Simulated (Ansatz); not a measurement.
Given this structure, the end point of a relaxation with DFT PBE, scalar-relativistic, plane waves, PAW (Ansatz 0.2.0); the starting structure was generated, so it need not be a known form of this composition, written in its standard cell:

```xyz
2
Lattice="2.7764 0.0000 0.0000 -1.3882 2.4044 0.0000 0.0000 0.0000 4.9509" Properties=species:S:1:pos:R:3 pbc="T T T"
W     0.0000    1.6029    3.7132
W     1.3882    0.8015    1.2377
```

Q: What does the kinematic electron diffraction pattern along [100] look like at 100 kV (B = 0.5 Å²)?

A: The spots form a rectangular net whose two shortest vectors correspond to d = 4.95 Å and 2.40 Å, 90.0° apart. They are 0 0 1 (itself extinct) and 0 1 0. The pattern has symmetry 2mm. A screw axis and a glide plane both extinguish reflections such as 0 0 1, 0 0 3, 0 0 5; reflections such as 0 3 -1, 0 3 1, 0 3 3 are allowed by the space group but vanish because the atoms sit on special positions.

Strongest reflections with d > 0.80 Å, one of each family (|F|² from tabulated Gaussian fits of the electron scattering factors, times a small damping for the curvature of the Ewald sphere):

```
  hkl  d (Å)  I (strongest = 100)
0 0 2  2.475                  100
0 1 1  2.163                   60
0 0 4  1.238                   25
0 1 0  2.404                   24
0 1 3  1.361                   24
0 2 1  1.168                   16
```

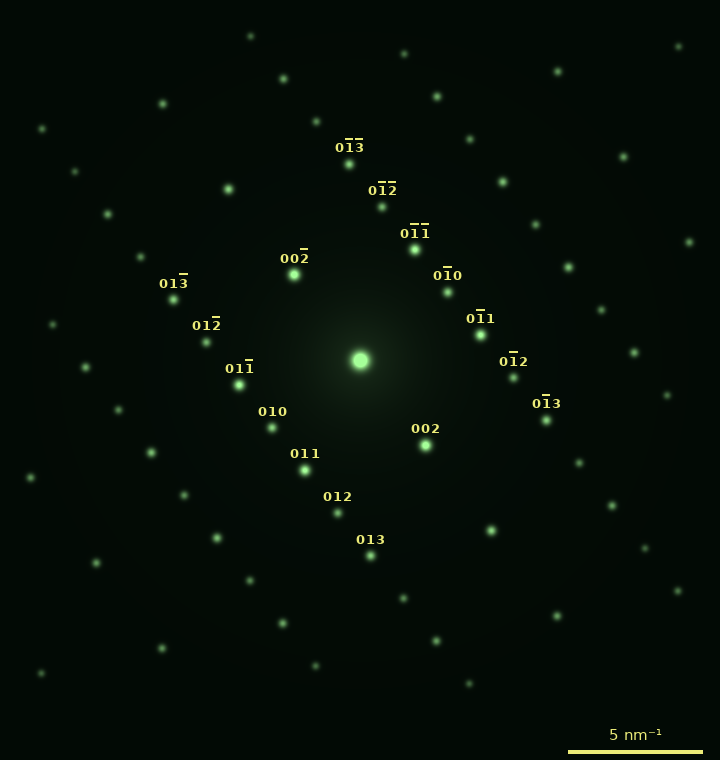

Calculated pattern, seen from the source side with [100] pointing towards the source.
